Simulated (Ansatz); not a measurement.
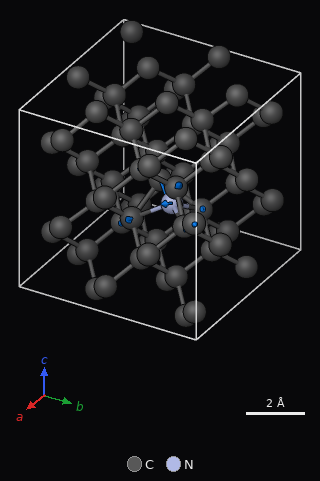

A relaxation of a defect cell of composition C$_{64}$N (cell charge −3). The starting structure is drawn; blue arrows show the displacements, magnified 2 times.

Style: ball-and-stick. Shown: the cell of the calculation (origin shifted), from a free direction.

The atoms of the start lie slightly off their symmetric places, so part of the fall in energy undoes that.

Computed with DFT, PBEsol, PAW, plane waves (Ansatz). (plane-wave cutoff 420 eV; k-point mesh 1 × 1 × 1; mesh shifted by (0.25, 0.25, 0.25); no spin polarisation; atoms relaxed in a fixed cell; force threshold 0.03 eV/Å; at most 80 steps)

Q: Which element moves most?

A: Carbon: up to 0.54 Å, against 0.27 Å for nitrogen.

Q: What happened in the run?

A: The largest move is that of a C atom, 0.54 Å along [2 3 −2]. Largest moves by element: C 0.54 Å, N 0.27 Å. The cell doesn't change. Some distances before and after: C–C 1.723 → 2.237 Å, C–C 1.003 → 1.485 Å, C–N 1.746 → 2.139 Å, C–N 1.608 → 1.285 Å. Among the angles between lasting bonds that change: C–C–N 62.1° → 99.4°, C–C–C 91.5° → 118.7°, C–C–C 133.1° → 108.0°. Over 9 geometry steps the energy falls by 19.907 eV per cell of the calculation. Largest force component: 47 eV/Å at the start, 0.024 eV/Å at the end.

Limits of the set-up: the periodic images lie only 7.1 Å apart, so the values are limited by the cell's size; the cell is charged, on a uniform background, and energies carry no finite-size correction.
